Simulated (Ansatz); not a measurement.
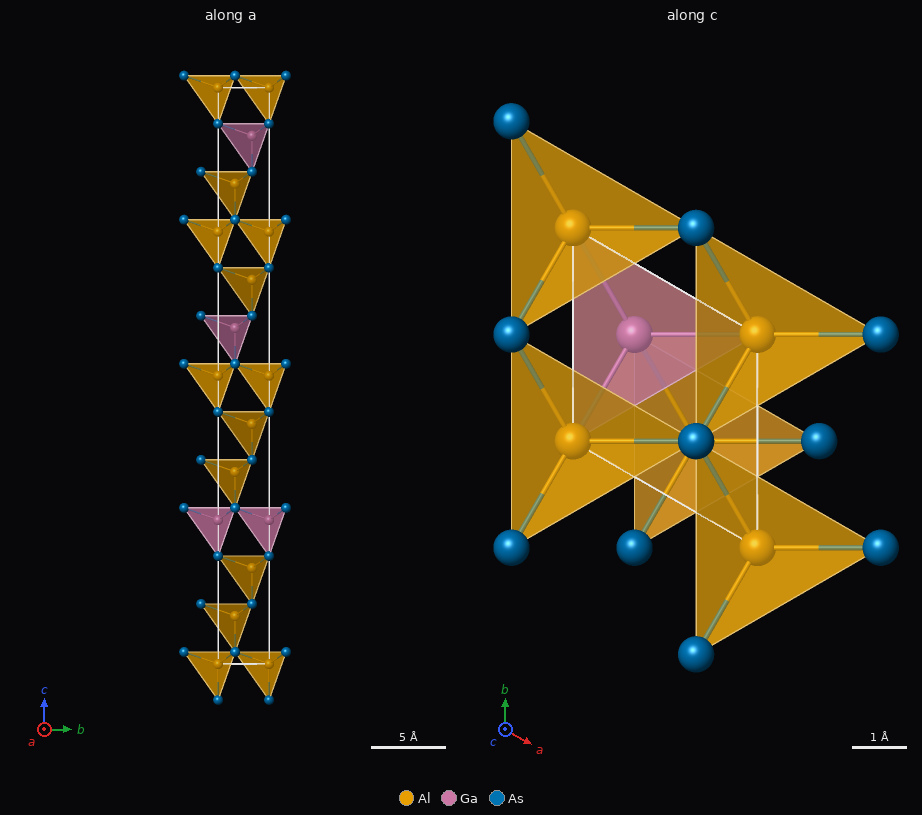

Drawn in the polyhedral manner and seen along the a axis and along the c axis. The frame is the conventional unit cell; atoms at its boundary are shown with their periodic copies. Some atoms of the next cells are drawn as well.

Al$_{3}$GaAs$_{4}$, space group R3m (No. 160), a = 4.01 Å, b = 4.01 Å, c = 39.29 Å, α = 90.00°, β = 90.00°, γ = 120.00°.

Method used: Ansatz 0.2.0, difference of finished runs, DFT, PBE, plane waves, PAW. It ran with plane waves up to 420 eV.

> Is the electronic structure metallic or gapped?

A semiconductor at this level, with a gap of 1.23 eV.

The starting point was a structure type filled with these elements by a generator (whether the compound takes this form wasn't checked). Earlier steps of the study, as a rule a relaxation of our own, may have changed the cell and positions, so they can lie some per cent off the listed ones. Ansatz was used for an electronic-structure calculation on it.
